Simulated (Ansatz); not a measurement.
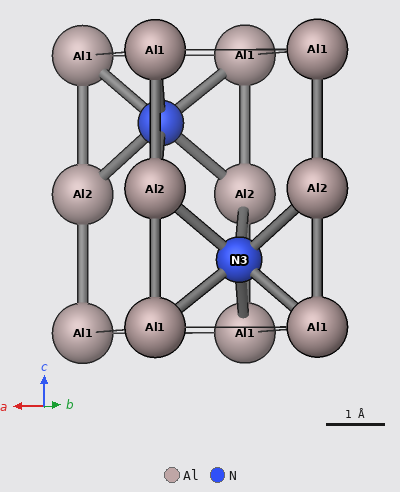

**Figure 1.** The structure (ball-and-stick view of the cell of the calculation, seen at an oblique angle; atoms are numbered from 1 in the order of the input). Near neighbours in the crystal (not all of them lie inside the picture): Al has 2 Al at 2.40 Å and 6 N at 2.02 Å; N has 6 Al at 2.02 Å.

# AlN: band-structure calculation

System: AlN (4 atoms in the cell).
Method: DFT, PBE, plane waves, PAW, no spin polarisation (Ansatz 0.2.0).

The structure was built on a prototype by a generator. The geometry comes from this level: r2SCAN (a point of a series of strains). It belongs to a series of runs on one base structure; here: hydrostatic strain -0.8%. Figures and captions count atoms from 1; the log counts them from 0 in places.

## Log
```
scf.n_extra_bands = 5 over 8 filled bands (N_el = 16.0): the run solves 13 bands
Engine: ansatz 0.2.0, aarch64-unknown-linux-gnu
Pseudopotentials: kind: paw
Pseudopotential: Al, paw, valence charge 3, recommended cutoff 420 eV (normal), Al.paw.azcp
Pseudopotential: N, paw, valence charge 5, recommended cutoff 420 eV (normal), N.paw.azcp
Functional definition: PBE
  parameter kappa = 0.804
  parameter beta = 0.06672455060314922
  exchange = pbe_x(kappa = kappa, mu = beta*pi^2/3)
  correlation = pbe_c(beta = beta)
Crystal: 4 atoms, lattice volume = 32.863 Å³
Basis set: ecut = 420 eV, 653 PW (Γ), exchange–correlation on 40×40×72 points (8 copies of the dense FFT grid, shifted against one another)
Bands: 13, of which v1, the nominal top of the filled ones, is band 8 counted from 1 (7 counted from 0)
Symmetry: 24 space group operations
Space group: P63/mmc (ITA 194), of the structure as read, at distance tolerance 3.2e-5 Å
k-points: 76 of 864
Non-local potential: Al, projectors of the file, l = 0: 2, l = 1: 2, l = 2: 1
Non-local potential: N, projectors of the file, l = 0: 2, l = 1: 2, l = 2: 1
PAW form: soft (Blöchl's): semilocal exchange-correlation on the pseudo side does not see the compensation charge
PAW one-centre angular grid: Al, 110 points (default); XC on 64 Gauss nodes
PAW one-centre angular grid: N, 110 points (default); XC on 64 Gauss nodes
Initial density: superposition of atomic densities (neutral atoms: chi_scale 0, normalization atom), corrected by the library's trained network
Initial wavefunctions: pseudopotential atomic-orbital guess
Functional: x = pbe(κ = 0.804, μ = 0.2195149727645171), c = pbe(β = 0.06672455060314922)
SCF iter   1: F=—  HF=-1847.135024 eV  |F-HF|=—  |Δ(HF+E_count)|=         —  Δρ=4.08e-3  dr2=4.52e-3  ethr=1.77e-3  ⟨swp⟩=6.2  Hψ=6662  notcnv=0
preconditioner: auto → none  [insulator: Δε(μ)=5.044 eV  Ē_g=15.183 eV  σ=0.020 eV  W_gap=1.00  n_scr=2 (ndim 8)  ℏωp=25.9 eV  f_vac=0.000  D(μ)=0.00/eV (n_scr^D=0)  ε∞_Penn≈3.9]
SCF iter   2: F=—  HF=-1847.133926 eV  |F-HF|=—  |Δ(HF+E_count)|=   1.10e-3  Δρ=1.28e-3  dr2=3.06e-4  ethr=2.83e-5  ⟨swp⟩=2.7  Hψ=2297  notcnv=0  defer=75
SCF iter   3: F=—  HF=-1847.133963 eV  |F-HF|=—  |Δ(HF+E_count)|=   3.70e-5  Δρ=3.31e-4  dr2=1.19e-5  ethr=1.91e-6  ⟨swp⟩=2.6  Hψ=1547  notcnv=0  defer=75
SCF iter   4: F=—  HF=-1847.133992 eV  |F-HF|=—  |Δ(HF+E_count)|=   2.91e-5  Δρ=1.82e-5  dr2=4.97e-8  ethr=7.42e-8  ⟨swp⟩=2.0  Hψ=1520  notcnv=0  defer=75
iter 5 did not close the SCF: its close was put off for the readings that it lacked (scf_convergence_deferred on its scf_iter line)
SCF iter   5: F=-1847.133992 eV  HF=-1847.133992 eV  |F-HF|=1.65e-10  |Δ(HF+E_count)|=   6.28e-8  Δρ=2.62e-6  dr2=1.30e-9  ethr=3.11e-10  ⟨swp⟩=2.0  Hψ=1481  notcnv=0  defer=75
SCF iter   6: F=-1847.133992 eV  HF=-1847.133992 eV  |F-HF|=7.28e-12  |Δ(HF+E_count)|=  2.27e-10  Δρ=3.76e-7  dr2=2.32e-11  ethr=8.13e-12  ⟨swp⟩=7.3  Hψ=6159  notcnv=0
SCF 1 converged in 6 iterations: F = -1847.133992 eV  dr2 = 2.32e-11
  greatest PAW one-centre occupation: 0.785 electrons in one spin orbital (limit 2), on the N atom at site 3 (counted from 0), in its partial waves of l = 0
```

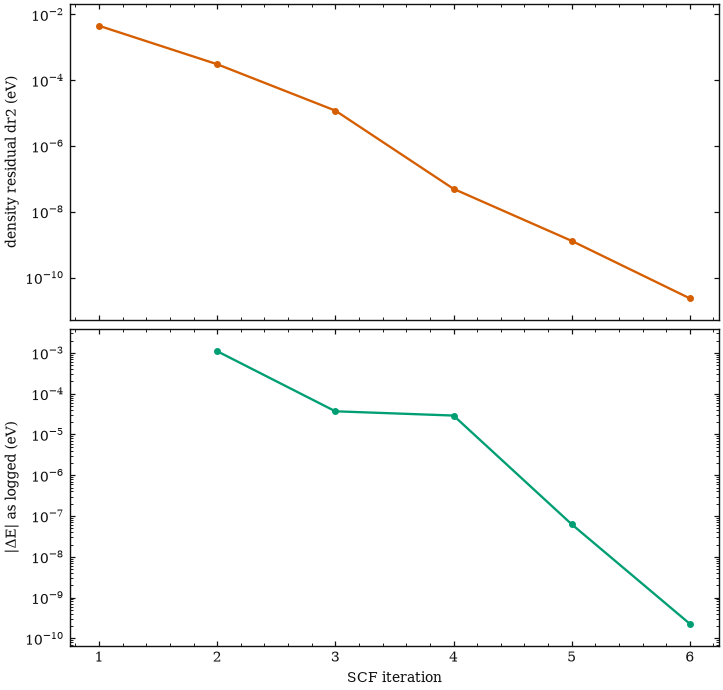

**Figure 2.** Convergence of the self-consistent field: density residual dr2 and size of the energy change against the SCF iteration. The residual falls at every step.

```
NSCF: frozen V_eff on 7 k-points
SCF converged after 6 iterations
Free energy (F): -1847.133992 eV
Harris-Foulkes:  -1847.133992 eV  (|F-HF|=7.28e-12)
Internal energy: -1847.133992 eV  (E = F + TS)
E sigma→0 (E₀):  -1847.133992 eV
Fermi energy:    13.919159 eV
--- Per-component energies (eV) ---
  E_band       = 77.434460
  E_kinetic    = 327.023582
  E_local      = -337.991002  (includes V_loc(G=0)·N_el)
  E_nonlocal   = 109.305991
  E_hartree    = 122.780755
  E_xc         = -206.744952
  E_vxc        = -220.236088  (∫ρ·V_xc dr)
  E_paw        = -1190.014983  (= ΣΔE_a)
  E_vpaw       = -46.229680  (= ΣTr[D̂ρ^β])
  E_aug_tail   = 0.000195  (compensation charges beyond the density's cutoff)
  E_ewald      = -671.493578
  E_smearing   = -0.000000  (= −TS)
  E_closure    = -0.000000  (closes the sum)
  Σ components = -1847.133992   (vs F -1847.133992, Δ=0.00e0)
--- Forces (eV/Å), atoms counted from 1 ---
  atom   1  Al    -0.00000000     0.00000000     0.00000000
  atom   2  Al    -0.00000000    -0.00000000     0.00000000
  atom   3  N      0.00000000     0.00000000     0.00000000
  atom   4  N     -0.00000000    -0.00000000     0.00000000
  max |Σ_I F_I| component: 3.70e-17 eV/Å
--- Stress (GPa, compression-positive) ---
       11.925215       0.000000       0.000000
       -0.000000      11.925215       0.000000
        0.000000       0.000000      14.612723
  P = ⅓ Tr σ = 12.8211 GPa (128.211 kbar)
--- Band table (eV; the first three rows and the last of 76) ---
  k-point 0: bands = ["-6.3284", "-3.3255", "2.6425", "10.4840", "10.4840", "10.8160", "11.3834", "11.3834", "16.8885", "17.9431", "20.3504", "24.0525", "24.0525"]
  k-point 1: bands = ["-6.1951", "-3.6692", "3.2091", "10.0420", "10.5412", "10.5412", "11.3200", "11.3200", "17.3722", "18.0045", "20.4883", "23.7542", "23.7542"]
  k-point 2: bands = ["-5.8038", "-4.4140", "4.6077", "8.3425", "10.6991", "10.6991", "11.1491", "11.1491", "18.0587", "18.1530", "21.0320", "23.0486", "23.4449"]
  k-point 75: bands = ["-2.1481", "-2.1481", "4.9476", "4.9476", "5.1252", "5.1252", "9.7070", "9.7070", "18.0209", "18.0209", "20.6200", "20.6200", "23.3129"]
```

## File rho_z.tsv
```
# z_ang	rho[e/angstrom^3]
# format = ansatz-planar-average/11
# lattice	2.810756860	0.000000000	0.000000000
# lattice	-1.405378430	2.434186845	0.000000000
# lattice	0.000000000	0.000000000	4.803250956
# sites	4
# site	13	0.000000000	0.000000000	0.000000000
# site	13	0.000000000	0.000000000	2.401625478
# site	7	0.000000000	1.622791230	1.200812739
# site	7	1.405378430	0.811395615	3.602438217
0.000000	1.908642e-1
0.133424	2.023644e-1
0.266847	2.372462e-1
0.400271	2.974346e-1
0.533695	3.850375e-1
0.667118	5.005776e-1
0.800542	6.346381e-1
0.933965	7.578629e-1
1.067389	8.385334e-1
1.200813	8.652953e-1
1.334236	8.385334e-1
1.467660	7.578629e-1
1.601084	6.346381e-1
1.734507	5.005776e-1
1.867931	3.850375e-1
2.001355	2.974346e-1
2.134778	2.372462e-1
2.268202	2.023644e-1
2.401625	1.908642e-1
2.535049	2.023644e-1
2.668473	2.372462e-1
2.801896	2.974346e-1
2.935320	3.850375e-1
3.068744	5.005776e-1
3.202167	6.346381e-1
3.335591	7.578629e-1
3.469015	8.385334e-1
3.602438	8.652953e-1
3.735862	8.385334e-1
3.869285	7.578629e-1
4.002709	6.346381e-1
4.136133	5.005776e-1
4.269556	3.850375e-1
4.402980	2.974346e-1
4.536404	2.372462e-1
4.669827	2.023644e-1
```

## File v_z.tsv
```
# z_ang	v_es[eV]	v_tot[eV]
# format = ansatz-planar-average/11
# xc	pbe
# density_cutoff_ev	1680
# datasets	Al=:simpson_from_first_knot:soft	N=:simpson_from_first_knot:soft
# lattice	2.810756860	0.000000000	0.000000000
# lattice	-1.405378430	2.434186845	0.000000000
# lattice	0.000000000	0.000000000	4.803250956
# sites	4
# site	13	0.000000000	0.000000000	0.000000000
# site	13	0.000000000	0.000000000	2.401625478
# site	7	0.000000000	1.622791230	1.200812739
# site	7	1.405378430	0.811395615	3.602438217
0.000000	4.666554e0	-6.574193e0
0.133424	4.714894e0	-6.551855e0
0.266847	4.834894e0	-6.485748e0
0.400271	5.083435e0	-6.311397e0
0.533695	5.206552e0	-6.347561e0
0.667118	4.905698e0	-7.067266e0
0.800542	4.266524e0	-8.281425e0
0.933965	3.397467e0	-9.571248e0
1.067389	2.577876e0	-1.062624e1
1.200813	2.232756e0	-1.105512e1
1.334236	2.577876e0	-1.062624e1
1.467660	3.397467e0	-9.571248e0
1.601084	4.266524e0	-8.281425e0
1.734507	4.905698e0	-7.067266e0
1.867931	5.206552e0	-6.347561e0
2.001355	5.083435e0	-6.311397e0
2.134778	4.834894e0	-6.485748e0
2.268202	4.714894e0	-6.551855e0
2.401625	4.666554e0	-6.574193e0
2.535049	4.714894e0	-6.551855e0
2.668473	4.834894e0	-6.485748e0
2.801896	5.083435e0	-6.311397e0
2.935320	5.206552e0	-6.347561e0
3.068744	4.905698e0	-7.067266e0
3.202167	4.266524e0	-8.281425e0
3.335591	3.397467e0	-9.571248e0
3.469015	2.577876e0	-1.062624e1
3.602438	2.232756e0	-1.105512e1
3.735862	2.577876e0	-1.062624e1
3.869285	3.397467e0	-9.571248e0
4.002709	4.266524e0	-8.281425e0
4.136133	4.905698e0	-7.067266e0
4.269556	5.206552e0	-6.347561e0
4.402980	5.083435e0	-6.311397e0
4.536404	4.834894e0	-6.485748e0
4.669827	4.714894e0	-6.551855e0
```

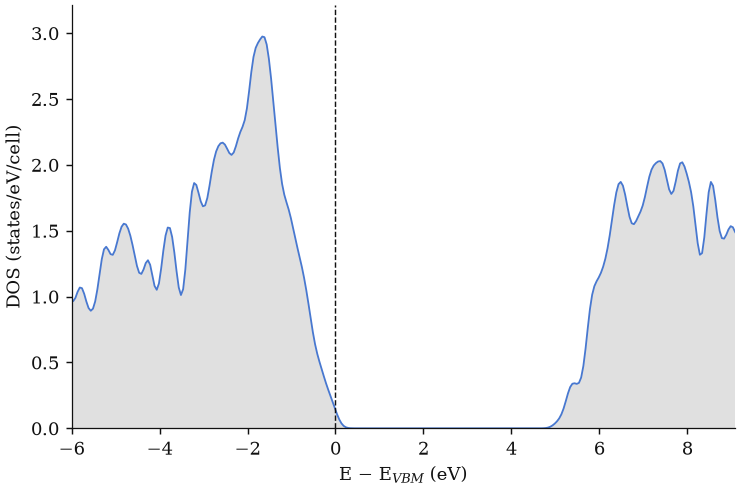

**Figure 3.** Density of states (the curve is built from the levels of the k mesh with Gaussians 0.3 eV wide, which also blur the band edges), with energies from the valence-band top. There is a gap of 5.09 eV on the k-point mesh. Small ripples come from the finite k-point mesh.

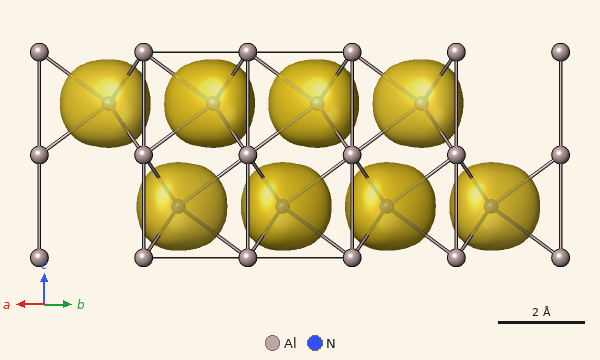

**Figure 4.** Isosurface of the valence charge density (pseudo) at 0.4 e/Å³ (yellow), seen along [110]. Sticks mark near contacts. The outline is the cell set on symmetry axes. At this value the density breaks into separate islands; it holds about 70 % of the electrons treated as valence. It is pinched off along the Al–Al (2.40 Å) contacts. On the grid the lowest density along these lines, outside the cores, is 0.46 e/Å³ (Al–N, 2.02 Å) and 0.24 e/Å³ (Al–Al, 2.40 Å). The fields are those of the smooth PAW valence density.

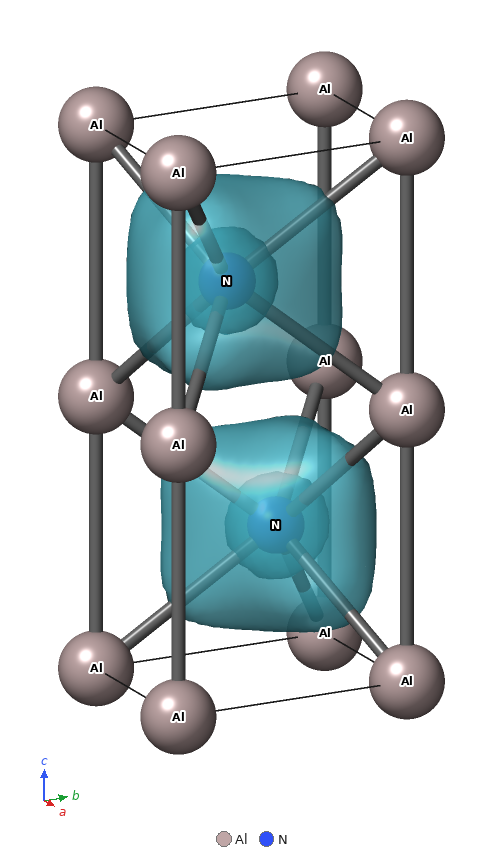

**Figure 5.** Isosurface of the ELF at 0.7 (cyan), seen slightly off an axis. Core shells and regions of very low density are left out. Sticks mark near contacts. The outline is the cell set on symmetry axes. Values along the shortest contacts: Al–N (2.02 Å): the ELF is about 0.80 at the midpoint. Al–Al (2.40 Å): the ELF is about 0.25 at the midpoint.

This output came from the following input.

## The input
```yaml
crystal:
  lattice:
    - [2.8107568602, 0.0, 0.0]
    - [-1.4053784301, 2.4341868448, 0.0]
    - [0.0, 0.0, 4.8032509557]
  atoms:
    - { symbol: Al, position: [0.0, 0.0, 0.0] }
    - { symbol: Al, position: [0.0, 0.0, 0.5] }
    - { symbol: "N", position: [0.3333333333, 0.6666666667, 0.25] }
    - { symbol: "N", position: [0.6666666667, 0.3333333333, 0.75] }
kpoints:
  mp_grid: { grid: [12, 12, 6] }
  band_path:
    path:
      - [0.0, 0.0, 0.0]
      - [0.5, 0.0, 0.0]
      - [0.3333333333, 0.3333333333, 0.0]
      - [0.0, 0.0, 0.5]
      - [0.5, 0.0, 0.5]
      - [0.3333333333, 0.3333333333, 0.5]
      - [0.0, -0.5, 0.317708]
    npoints: 1
hamiltonian:
  xc: pbe
scf:
  occupations: { method: fermi_dirac, width: 0.02 }
  n_extra_bands: 5
output:
  forces: true
  stress: true
  eigenvalues: true
  write_density: true
  write_potential: true
  elf: true
  volumetric_format: npy
```

Command:
```bash
ansatz run input.yaml --threads 4 --pin off --max-ram 3686MiB --backend cpu --events-out ev --progress --plain --runs-dir out
```

## Results in brief

- outcome: converged
- space group (tolerance 0.01 Å): P6₃/mmc (194)
- electrons treated: 16
- free energy: −1847.1340 eV
- Fermi energy: 13.919 eV
- gap on the k-point mesh: 5.09 eV
- pressure: 12.82 GPa
- largest force (length of the vector): under 0.001 eV/Å
- hardware: 4 threads of an Arm (aarch64) CPU, shared host
- wall time: 1.6 s (CPU time 5 s)
- peak memory: 0.31 GiB

The cell is under a pressure of 12.8 GPa at this level, so it is not at its equilibrium volume.
